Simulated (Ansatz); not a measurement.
Geometry relaxation of Al (part 2 of 2)

Continued. System: Al (4 atoms in the cell). Method: DFT PBE, scalar-relativistic, plane waves, PAW, PAW set soft_1, no spin polarisation (Ansatz 0.2.0); cutoff 420 eV, 18×18×6 k-mesh, Gaussian smearing of 0.1 eV. The structure derives from a Materials Project entry.

Geometry of the input (Å; fractional positions):
```
2.8271  0.0000  0.0000
-1.4135  2.4483  0.0000
0.0000  0.0000  9.1860
Al 0.0000  0.0000  0.0000
Al 0.3333  0.6667  0.2500
Al 0.0000  0.0000  0.5000
Al 0.6667  0.3333  0.7500
```

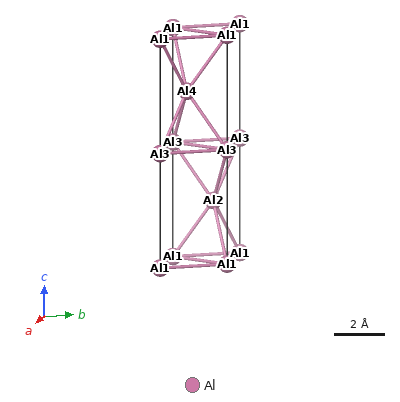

Fig. 1: The geometry at step 2 of the log (ball-and-stick view of the cell of the calculation, seen slightly off an axis; atoms are numbered from 1 in the order of the input).

Output, continued
```
Crystal: 4 atoms, lattice volume = 66.214 Å³
Basis set: ecut = 420 eV, 1303 PW (Γ), exchange–correlation on 40×40×128 points (8 copies of the dense FFT grid, shifted against one another)
iter 1 solved again at ethr=3.12e-7 eV; its pass at ethr=3.10e-3 eV (dr2=3.74e-5 eV) is discarded
SCF iter   1: F=—  HF=-2149.966621 eV  |F-HF|=—  |Δ(HF+E_count)|=         —  Δρ=2.29e-4  dr2=4.09e-5  ethr=3.12e-7  ⟨swp⟩=2.5  Hψ=14463  notcnv=0
preconditioner: auto → none  [metal: Δε(μ)=0.061 eV  Ē_g=8.889 eV  σ=0.100 eV  W_gap=0.33  n_scr=6 (ndim 8)  ℏωp=15.8 eV  f_vac=0.000  D(μ)=1.46/eV (n_scr^D=4)]
SCF iter   2: F=—  HF=-2149.966635 eV  |F-HF|=—  |Δ(HF+E_count)|=   1.42e-5  Δρ=9.75e-5  dr2=7.14e-6  ethr=3.12e-7  ⟨swp⟩=1.0  Hψ=2072  notcnv=0
iter 3 did not close the SCF: its close was put off for the readings that it lacked (scf_convergence_deferred on its scf_iter line)
SCF iter   3: F=-2149.966630 eV  HF=-2149.966630 eV  |F-HF|=3.84e-8  |Δ(HF+E_count)|=   5.46e-6  Δρ=5.35e-6  dr2=3.66e-8  ethr=5.95e-8  ⟨swp⟩=1.1  Hψ=2198  notcnv=0
iter 4 did not close the SCF: its close was put off for the readings that it lacked (scf_convergence_deferred on its scf_iter line)
SCF iter   4: F=-2149.966630 eV  HF=-2149.966630 eV  |F-HF|=1.14e-8  |Δ(HF+E_count)|=   2.30e-8  Δρ=2.18e-6  dr2=1.33e-8  ethr=3.05e-10  ⟨swp⟩=2.2  Hψ=2826  notcnv=0
iter 5 did not close the SCF: its close was put off for the readings that it lacked (scf_convergence_deferred on its scf_iter line)
SCF iter   5: F=-2149.966630 eV  HF=-2149.966630 eV  |F-HF|=1.14e-11  |Δ(HF+E_count)|=   3.88e-9  Δρ=2.50e-7  dr2=2.62e-11  ethr=1.11e-10  ⟨swp⟩=2.0  Hψ=2555  notcnv=0
SCF iter   6: F=-2149.966630 eV  HF=-2149.966630 eV  |F-HF|=4.55e-13  |Δ(HF+E_count)|=  1.77e-11  Δρ=4.12e-8  dr2=5.67e-13  ethr=1.00e-12  ⟨swp⟩=3.5  Hψ=7026  notcnv=0
SCF 3 converged in 6 iterations: F = -2149.966630 eV  dr2 = 5.67e-13
relax step   3: F+E_penalty+E_count = -2149.96662964 eV  Δ(F+E_penalty+E_count) = -1.045e-3 eV  max|allowed force component| = 1.561e-17 eV/Å  Δτ_max = 0.0000 Å  P = -0.055 GPa  Ω = 66.214 Å³  energy of the carried Pulay correction = -6.348e-4 eV  (6 SCF iters, dr2 threshold 4.00e-7 eV, accepted)
Crystal: 4 atoms, lattice volume = 66.156 Å³
iter 1 solved again at ethr=1.07e-7 eV; its pass at ethr=3.10e-3 eV (dr2=1.28e-5 eV) is discarded
SCF iter   1: F=—  HF=-2149.966693 eV  |F-HF|=—  |Δ(HF+E_count)|=         —  Δρ=1.29e-4  dr2=1.36e-5  ethr=1.07e-7  ⟨swp⟩=2.4  Hψ=14245  notcnv=0
preconditioner: auto → none  [metal: Δε(μ)=0.055 eV  Ē_g=8.896 eV  σ=0.100 eV  W_gap=0.30  n_scr=6 (ndim 8)  ℏωp=15.8 eV  f_vac=0.000  D(μ)=1.46/eV (n_scr^D=4)]
SCF iter   2: F=—  HF=-2149.966725 eV  |F-HF|=—  |Δ(HF+E_count)|=   3.25e-5  Δρ=5.05e-5  dr2=2.06e-6  ethr=1.07e-7  ⟨swp⟩=1.0  Hψ=2072  notcnv=0
iter 3 did not close the SCF: its close was put off for the readings that it lacked (scf_convergence_deferred on its scf_iter line)
SCF iter   3: F=-2149.966725 eV  HF=-2149.966725 eV  |F-HF|=6.99e-9  |Δ(HF+E_count)|=   7.56e-7  Δρ=2.41e-6  dr2=8.27e-9  ethr=1.72e-8  ⟨swp⟩=1.4  Hψ=2403  notcnv=0
iter 4 did not close the SCF: its close was put off for the readings that it lacked (scf_convergence_deferred on its scf_iter line)
SCF iter   4: F=-2149.966725 eV  HF=-2149.966725 eV  |F-HF|=4.99e-10  |Δ(HF+E_count)|=   2.16e-9  Δρ=9.12e-7  dr2=6.82e-10  ethr=6.90e-11  ⟨swp⟩=2.2  Hψ=2860  notcnv=0
iter 5 did not close the SCF: its close was put off for the readings that it lacked (scf_convergence_deferred on its scf_iter line)
SCF iter   5: F=-2149.966725 eV  HF=-2149.966725 eV  |F-HF|=1.00e-11  |Δ(HF+E_count)|=  2.61e-10  Δρ=2.22e-7  dr2=2.57e-11  ethr=5.68e-12  ⟨swp⟩=1.6  Hψ=2495  notcnv=0
SCF iter   6: F=-2149.966725 eV  HF=-2149.966725 eV  |F-HF|=4.55e-13  |Δ(HF+E_count)|=  5.91e-12  Δρ=3.31e-8  dr2=3.95e-13  ethr=1.00e-12  ⟨swp⟩=3.3  Hψ=6835  notcnv=0
SCF 4 converged in 6 iterations: F = -2149.966725 eV  dr2 = 3.95e-13
relax step   4: F+E_penalty+E_count = -2149.96672457 eV  Δ(F+E_penalty+E_count) = -9.493e-5 eV  max|allowed force component| = 2.544e-17 eV/Å  Δτ_max = 0.0000 Å  P = +0.016 GPa  Ω = 66.156 Å³  energy of the carried Pulay correction = -6.203e-4 eV  (6 SCF iters, accepted)
Initial wavefunctions: pseudopotential atomic-orbital guess (no wavefunctions were taken with the density)
iter 1 solved again at ethr=3.45e-8 eV; its pass at ethr=3.10e-3 eV (dr2=4.15e-6 eV) is discarded
SCF iter   1: F=—  HF=-2149.967478 eV  |F-HF|=—  |Δ(HF+E_count)|=         —  Δρ=3.06e-5  dr2=5.63e-8  ethr=3.45e-8  ⟨swp⟩=3.0  Hψ=19895  notcnv=0
SCF iter   2: F=—  HF=-2149.967515 eV  |F-HF|=—  |Δ(HF+E_count)|=   3.68e-5  Δρ=1.55e-5  dr2=1.49e-8  ethr=4.69e-10  ⟨swp⟩=2.0  Hψ=2984  notcnv=0
SCF iter   3: F=—  HF=-2149.967515 eV  |F-HF|=—  |Δ(HF+E_count)|=   1.68e-7  Δρ=1.70e-6  dr2=3.57e-9  ethr=1.24e-10  ⟨swp⟩=2.0  Hψ=2968  notcnv=0
SCF iter   4: F=—  HF=-2149.967515 eV  |F-HF|=—  |Δ(HF+E_count)|=  1.05e-10  Δρ=4.28e-7  dr2=9.81e-11  ethr=2.97e-11  ⟨swp⟩=1.8  Hψ=2508  notcnv=0
iter 5 did not close the SCF: its close was put off for the readings that it lacked (scf_convergence_deferred on its scf_iter line)
SCF iter   5: F=-2149.967515 eV  HF=-2149.967515 eV  |F-HF|=1.82e-12  |Δ(HF+E_count)|=  3.09e-11  Δρ=1.58e-7  dr2=1.32e-11  ethr=1.00e-12  ⟨swp⟩=1.0  Hψ=2087  notcnv=0
SCF iter   6: F=-2149.967515 eV  HF=-2149.967515 eV  |F-HF|=0.00e0  |Δ(HF+E_count)|=  4.55e-12  Δρ=5.61e-9  dr2=2.95e-14  ethr=1.00e-12  ⟨swp⟩=3.4  Hψ=6912  notcnv=0
SCF 5 converged in 6 iterations: F = -2149.967515 eV  dr2 = 2.95e-14
relax step   5: F+E_penalty+E_count = -2149.96751473 eV  Δ(F+E_penalty+E_count) = -7.902e-4 eV  max|allowed force component| = 1.966e-17 eV/Å  Δτ_max = 0.0000 Å  P = +0.035 GPa  Ω = 66.156 Å³  stress off target by 3.73e-2 GPa  SCF on the basis re-selected at this cell (its energy is not comparable with the rows above)  (6 SCF iters)
basis re-selected at this cell: Δ(F+E_penalty+E_count) = -7.902e-4 eV, ΔP = +0.019 GPa vs the last step (what re-selecting the basis moved, of the pressure what is left beyond the Pulay correction that the steps carried, after the strain that the cell walked since its last selection, with what the two solves' SCF thresholds leave and, on support functions, any second-order correction that the steps lacked; it is no measure of the basis error at this ecutwfc). This SCF's stress stands 3.73e-2 GPa from its target on what of the cell is left free (relax.cell.stress_tol is 5.00e-2 GPa) and its largest allowed force component is 1.97e-17 eV/Å (relax.f_tol is 5.00e-3 eV/Å): within both
SCF converged after 6 iterations
Free energy (F): -2149.967515 eV
Harris-Foulkes:  -2149.967515 eV  (|F-HF|=0.00e0)
Internal energy: -2149.960213 eV  (E = F + TS)
E sigma→0 (E₀):  -2149.963864 eV
Entropy (-TS):   -0.007302 eV (-1.826 meV/atom)
Fermi energy:    7.903406 eV
--- Per-component energies (eV) ---
  E_band       = 41.989312
  E_kinetic    = 89.779226
  E_local      = 41.907838  (includes V_loc(G=0)·N_el)
  E_nonlocal   = 40.040770
  E_hartree    = 0.384000
  E_xc         = -150.647563
  E_vxc        = -116.537857  (∫ρ·V_xc dr)
  E_paw        = -1877.603119  (= ΣΔE_a)
  E_vpaw       = -13.968657  (= ΣTr[D̂ρ^β])
  E_aug_tail   = -0.000008  (compensation charges beyond the density's cutoff)
  E_ewald      = -293.821357
  E_smearing   = -0.007302  (= −TS)
  E_closure    = 0.000000  (closes the sum)
  Σ components = -2149.967515   (vs F -2149.967515, Δ=0.00e0)
--- Forces (eV/Å), atoms counted from 1 ---
  atom   1  Al     0.00000000    -0.00000000    -0.00000000
  atom   2  Al     0.00000000     0.00000000     0.00000000
  atom   3  Al     0.00000000    -0.00000000     0.00000000
  atom   4  Al     0.00000000    -0.00000000     0.00000000
  max |Σ_I F_I| component: 1.39e-17 eV/Å
--- Stress (GPa, compression-positive) ---
        0.037255       0.000000       0.000000
       -0.000000       0.037255       0.000000
        0.000000       0.000000       0.030467
  P = ⅓ Tr σ = 0.0350 GPa (0.350 kbar)
--- Band table (eV; the first three rows and the last of 148) ---
  k-point 0: bands = ["-3.1995", "-1.5323", "-1.5255", "3.2995", "3.4511", "11.2101", "11.2211", "18.6333", "18.6333", "18.8047", "18.8047", "19.7503", "19.7503", "19.9181"]
  k-point 1: bands = ["-3.1529", "-2.0373", "-0.9303", "2.3412", "4.4915", "9.7253", "12.7692", "18.6698", "18.6698", "18.8422", "18.8422", "19.1895", "19.5324", "19.5324"]
  k-point 2: bands = ["-3.0130", "-2.4546", "-0.2426", "1.3949", "5.6842", "8.3040", "14.3764", "17.6614", "18.7785", "18.7785", "18.9492", "18.9492", "19.2361", "19.2361"]
  k-point 147: bands = ["4.9064", "4.9064", "5.0526", "5.0526", "5.0838", "5.0838", "7.7385", "7.7385", "8.3466", "8.3466", "9.0078", "9.0078", "13.9703", "13.9703"]
--- Relaxed structure (4 steps of the walk, 4 accepted, 1 SCFs on fresh bases) ---
  F+E_penalty+E_count = -2149.96751473 eV   max|allowed force component| = 1.966e-17 eV/Å   (the final SCF, on the basis selected at the relaxed cell)
  cell:  # Å, volume = 66.1561 Å³
    - [2.8535431552911876, 0.0, 0.0]
    - [-1.4267715776455938, 2.4712408632773717, 0.0]
    - [0.0, 0.0, 9.381458576185494]
  atoms:
    - { symbol: Al, position: [7.729556750262412e-33, 8.489082128528294e-34, 7.425437657522051e-36] }
    - { symbol: Al, position: [0.33333333333333337, 0.6666666666666667, 0.25] }
    - { symbol: Al, position: [7.71749305014388e-33, 8.489082128528294e-34, 0.5] }
    - { symbol: Al, position: [0.6666666666666667, 0.33333333333333337, 0.75] }
```

Trajectory as extended XYZ (Å, eV, eV/Å), 5 frames, from step=1 to step=5
```
4
Lattice="2.8271 0.0000 0.0000 -1.4135 2.4483 0.0000 0.0000 0.0000 9.1860" Properties=species:S:1:pos:R:3:forces:R:3 step=1 energy=-2149.93930 pressure_GPa=3.39
Al    0.0000    0.0000    0.0000    0.0000   0.0000   0.0000
Al    0.0000    1.6322    2.2965    0.0000   0.0000   0.0000
Al    0.0000    0.0000    4.5930    0.0000   0.0000   0.0000
Al    1.4135    0.8161    6.8895    0.0000   0.0000   0.0000
4
Lattice="2.8648 0.0000 0.0000 -1.4324 2.4810 0.0000 0.0000 0.0000 9.3647" Properties=species:S:1:pos:R:3:forces:R:3 step=2 energy=-2149.96558 pressure_GPa=-0.46
Al    0.0000    0.0000    0.0000    0.0000   0.0000   0.0000
Al    0.0000    1.6540    2.3412    0.0000   0.0000   0.0000
Al    0.0000    0.0000    4.6823    0.0000   0.0000   0.0000
Al    1.4324    0.8270    7.0235    0.0000   0.0000   0.0000
4
Lattice="2.8565 0.0000 0.0000 -1.4283 2.4738 0.0000 0.0000 0.0000 9.3700" Properties=species:S:1:pos:R:3:forces:R:3 step=3 energy=-2149.96663 pressure_GPa=-0.06
Al    0.0000    0.0000    0.0000    0.0000   0.0000   0.0000
Al    0.0000    1.6492    2.3425    0.0000   0.0000   0.0000
Al    0.0000    0.0000    4.6850    0.0000   0.0000   0.0000
Al    1.4283    0.8246    7.0275    0.0000   0.0000   0.0000
4
Lattice="2.8535 0.0000 0.0000 -1.4268 2.4712 0.0000 0.0000 0.0000 9.3815" Properties=species:S:1:pos:R:3:forces:R:3 step=4 energy=-2149.96673 pressure_GPa=0.02
Al    0.0000    0.0000    0.0000    0.0000   0.0000   0.0000
Al    0.0000    1.6475    2.3454    0.0000   0.0000   0.0000
Al    0.0000    0.0000    4.6907    0.0000   0.0000   0.0000
Al    1.4268    0.8237    7.0361    0.0000   0.0000   0.0000
4
Lattice="2.8535 0.0000 0.0000 -1.4268 2.4712 0.0000 0.0000 0.0000 9.3815" Properties=species:S:1:pos:R:3:forces:R:3 step=5 energy=-2149.96751 pressure_GPa=0.03
Al    0.0000    0.0000    0.0000    0.0000   0.0000   0.0000
Al    0.0000    1.6475    2.3454    0.0000   0.0000   0.0000
Al    0.0000    0.0000    4.6907    0.0000   0.0000   0.0000
Al    1.4268    0.8237    7.0361    0.0000   0.0000   0.0000
```

Results in brief

- outcome: converged
- space group (tolerance 0.01 Å): P6₃/mmc (194)
- electrons treated: 12
- free energy: −2149.9675 eV
- Fermi energy: 7.903 eV
- gap on the k-point mesh: none (metallic)
- pressure: 0.03 GPa
- final volume: 66.16 Å³
- largest force (length of the vector) at the end: under 0.001 eV/Å
- final cell: a = 2.854 Å, b = 2.854 Å, c = 9.381 Å, α = 90.00°, β = 90.00°, γ = 120.00°
- hardware: 1 thread of Arm Neoverse V1, 24 GiB of memory available, shared host
- wall time: 42 s
- peak memory: 0.42 GiB
